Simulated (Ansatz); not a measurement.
## HfO2, fluorite: band edges under a change of volume

How fast do the gaps move when the cell is scaled evenly? The geometries come from the semilocal relaxation. The symmetry of the cell is held, so distortions that would lower it, which this phase may prefer, aren't tested.

Calculated with Ansatz 0.2.0, HSE06, PAW files of the set soft_1, cutoff 600 eV, Fermi–Dirac smearing 0.02 eV, k-mesh 6×6×6, no spin polarisation, no spin-orbit coupling.

Reference cell, relaxed at zero pressure with PBEsol (Fm-3m): a = 3.5668 Å, b = 3.5668 Å, c = 3.5668 Å, α = 60.00°, β = 60.00°, γ = 60.00°.

```
atom       x       y       z
  Hf  0.0000  0.0000  0.0000
   O  0.2500  0.2500  0.2500
   O  0.7500  0.7500  0.7500
```

Levels are read on the k-mesh and along lines from Γ to X = (0.5, 0, 0.5), L = (0.5, 0.5, 0.5), K = (0.375, 0.375, 0.75) and W = (0.5, 0.25, 0.75) in the reciprocal basis of this cell (the letters only name these points), and count from the highest filled level.

```
ln(V/V0)  gap (eV)  direct gap at Γ (eV)  lowest empty at X (eV)
 −0.0619     5.611                 6.459                   5.611
 −0.0408     5.552                 6.400                   5.552
  0.0000     5.436                 6.280                   5.436
  0.0198     5.379                 6.219                   5.379
  0.0392     5.322                 6.157                   5.322
  0.0583     5.265                 6.095                   5.265
```

**Question.** Fit the direct gap at Γ and give it at ln(V/V0) = −0.0202, a row left out above.

A straight line through the 6 rows: the means are 0.002433 for ln(V/V0) and 6.2683 for the level, Σ(Δx)² = 0.01079 and ΣΔxΔy = −0.03262, so the slope is −0.03262/0.01079 = −3.0237 and the intercept 6.2683 − (−3.0237)(0.002433) = 6.2757.

The slope is the volume deformation potential of this gap, −3.02 eV, as a mean over the range. The line gives 6.337 eV. The run itself gives 6.341 eV, so the estimate misses by 0.004 eV; the fitted rows themselves lie up to 0.004 eV off the law.

The gap lies below the direct one at Γ in every row.

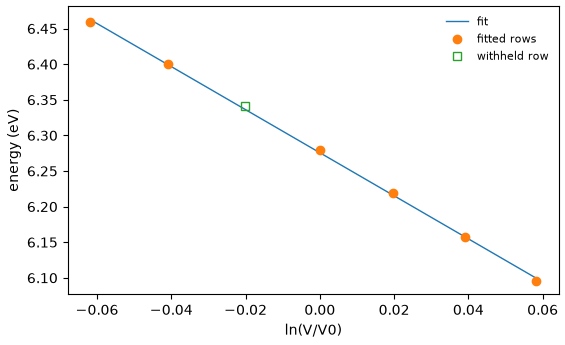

The fitted law, the rows behind it and the withheld row.

[Logs are printed without paths, hosts, clocks, repeated set-up lines and the standing remarks that a program may print on its own settings, such as how far it seeks lower states.]
